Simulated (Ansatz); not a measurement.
# Si₂C₃: what the fields show

Input file:

```
crystal:
  lattice:
    - [2.8111642632, 0.0, 0.0]
    - [-1.4055821316, 2.4345396661, 0.0]
    - [0.0, 0.0, 8.9267038246]
  atoms:
    - { symbol: Si, position: [0.0, 0.0, 0.8456381856] }
    - { symbol: Si, position: [0.0, 0.0, 0.1543618144] }
    - { symbol: C, position: [0.0, 0.0, 0.3570065945] }
    - { symbol: C, position: [0.0, 0.0, 0.5] }
    - { symbol: C, position: [0.0, 0.0, 0.6429934055] }
basis:
  ecutwfc: 420
kpoints:
  mp_grid: { grid: [18, 18, 4] }
hamiltonian:
  xc: pbe
scf:
  occupations: { method: gaussian, width: 0.1 }
output:
  forces: true
  stress: true
  eigenvalues: true
  write_density: true
  write_potential: true
  elf: true
  volumetric_format: npy
relax:
  adjacent_minimum: "off"
  f_tol: 0.01
  max_steps: 80
  cell: { stress_tol: 0.05 }
```

Launched as:

```sh
ansatz run input.yaml --threads 1 --pin off --max-ram 2560MiB --backend cpu --events-out ev --progress --plain --runs-dir out
```

Below, planes, directions and counts refer to the conventional cell (a = 2.81 Å, b = 2.81 Å, c = 8.70 Å, α = 90.00°, β = 90.00°, γ = 120.00°).

The fields are those of the relaxed geometry.

Space group P6/mmm; a structure generated by program, which may or may not match a known phase.

Theory: DFT PBE, scalar-relativistic, plane waves, PAW in Ansatz.

In a PAW calculation such maps are meaningful between the atoms, not at the nuclei.

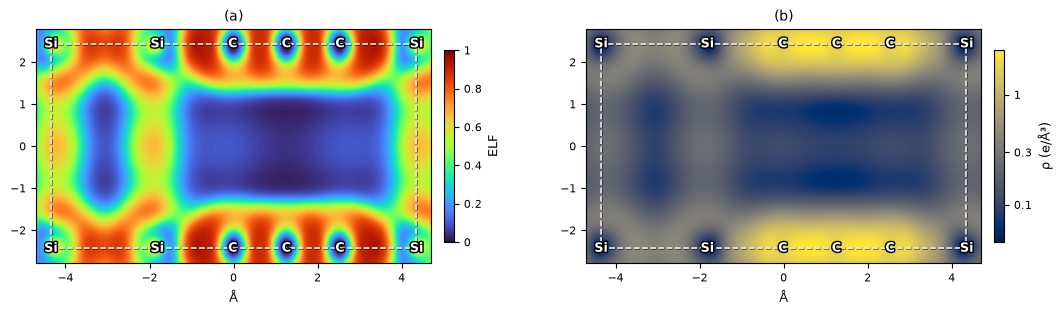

Figure 1. (a) electron localisation function; (b) valence charge density (pseudo) on the (110) plane of the conventional cell.

### What do the fields say about this system?

- The plane passes through Si and C nuclei.
- C–C (1.28 Å): ρ is about 2.5 e/Å³ halfway; the ELF peaks at about 0.90 between the atoms.
- Si–C (1.81 Å): the density is about 0.97 e/Å³ at the midpoint; the ELF peaks at about 0.95 between the atoms.
- Si–Si (2.53 Å): ρ at the midpoint is about 0.39 e/Å³; the ELF peaks at about 0.85 between the atoms.
- Between the atoms the lowest density in this plane is 0.06 e/Å³.

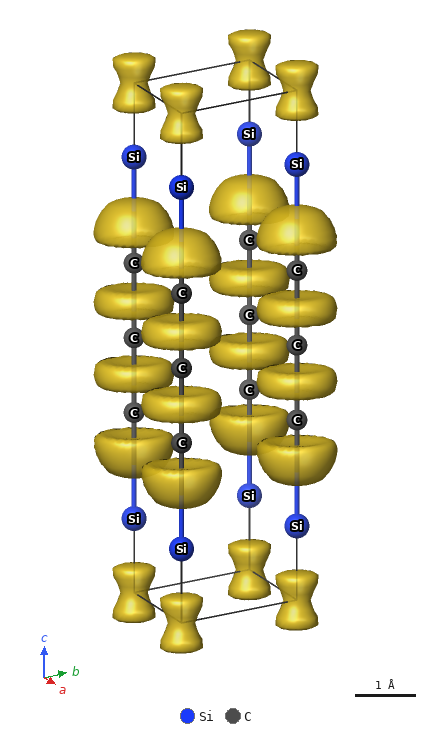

Figure 2. Isosurface of the ELF at 0.8 (yellow), seen slightly off an axis. Core shells and regions of very low density are left out. Sticks mark near contacts.

### What do the ELF domains correspond to?

At this value the surface marks out two regions between bonded C–C atoms, two regions between bonded C–Si atoms and one region between bonded Si–Si atoms, counted in one cell of 5 atoms. Any copies at cell faces, edges or corners count once.

### Metal or insulator at this level of theory?

It is metallic or semimetallic at this level of theory: no gap opens.
